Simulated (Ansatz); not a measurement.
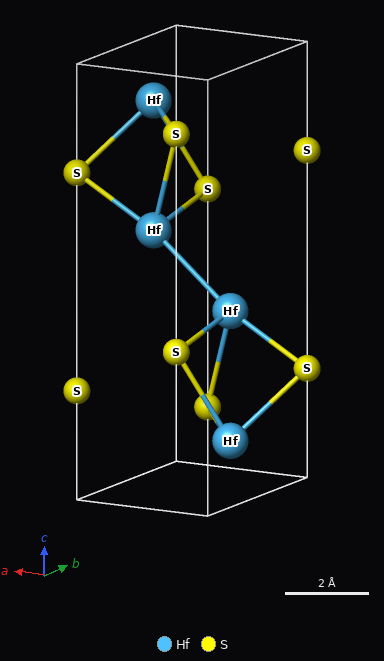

Normal modes of solid Hf$_{2}$S, space group P6₃/mmc (No. 194), at the zone centre. A ball-and-stick model of the cell of the calculation, seen from a free direction.

Computed with DFT LDA, scalar-relativistic, plane waves, PAW (Ansatz 0.2.0).

The input:
```yaml
crystal:
  lattice:
    - [3.3128261875, 0.0, 0.0]
    - [-1.6564130938, 2.8689916366, 0.0]
    - [0.0, 0.0, 11.6063249086]
  atoms:
    - { symbol: Hf, position: [0.6666666667, 0.3333333333, 0.898830512] }
    - { symbol: Hf, position: [0.3333333333, 0.6666666667, 0.398830512] }
    - { symbol: Hf, position: [0.6666666667, 0.3333333333, 0.601169488] }
    - { symbol: Hf, position: [0.3333333333, 0.6666666667, 0.101169488] }
    - { symbol: S, position: [0.0, 0.0, 0.75] }
    - { symbol: S, position: [0.0, 0.0, 0.25] }
basis:
  ecutwfc: 420
kpoints:
  mp_grid: { grid: [12, 12, 4] }
hamiltonian:
  xc: lda
scf:
  occupations: { method: fermi_dirac, width: 0.15 }
output:
  eigenvalues: true
phonons:
  method: dfpt
  eigenvectors: true
  qmesh: [3, 3, 1]
  temperatures: { t_max: 1000, t_step: 100 }
  qpath:
    path:
      - [[0.0, 0.0, 0.0], [0.5, 0.0, 0.0], [0.33333333, 0.33333333, 0.0], [0.0, 0.0, 0.0], [0.0, 0.0, 0.5], [0.5, 0.0, 0.5], [0.33333333, 0.33333333, 0.5], [0.0, 0.0, 0.5]]
      - [[0.5, 0.0, 0.5], [0.5, 0.0, 0.0]]
      - [[0.33333333, 0.33333333, 0.5], [0.33333333, 0.33333333, 0.0]]
    npoints: 8
```

Command:
```bash
ansatz run input.yaml --threads 4 --pin off --max-ram 12288MiB --backend cpu --events-out ev --progress --plain --runs-dir out
```

The frequencies depend somewhat on the k-mesh and the smearing.

Q: List the optical modes.

A: The calculation's cell holds 6 atoms, so there are 15 optical modes, in 10 levels. The optical modes span 2E₂g + E₂u + E₁g + B₂u + 2B₁g + A₁g + E₁u + A₂u. No level is unstable.

```
level  symmetry  frequency (cm⁻¹)         activity
    1       E₂g                73     Raman-active
    2       E₂u                84           silent
    3       E₁g               112     Raman-active
    4       B₂u               118           silent
    5       B₁g               134           silent
    6       A₁g               153     Raman-active
    7       E₂g               271     Raman-active
    8       E₁u               278  infrared-active
    9       B₁g               330           silent
   10       A₂u               330  infrared-active
```

The crystal is a metal, so free carriers screen the infrared response.

The modes drawn as arrows (one member of each degenerate set), 6 of the levels:

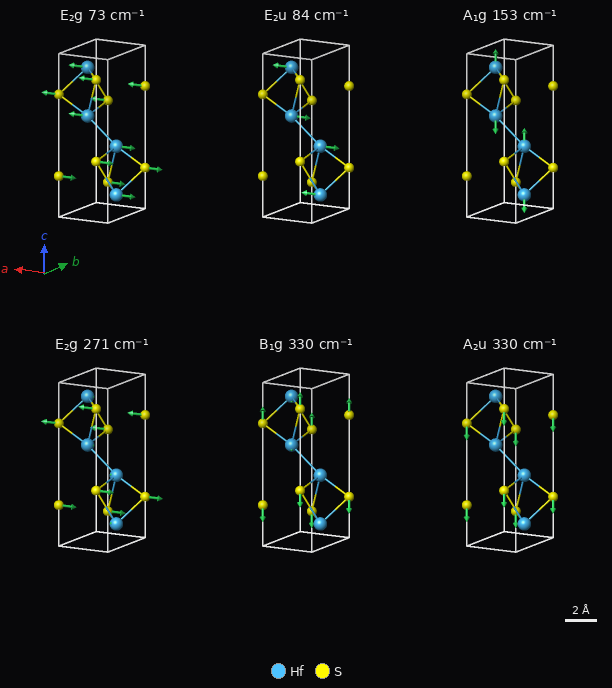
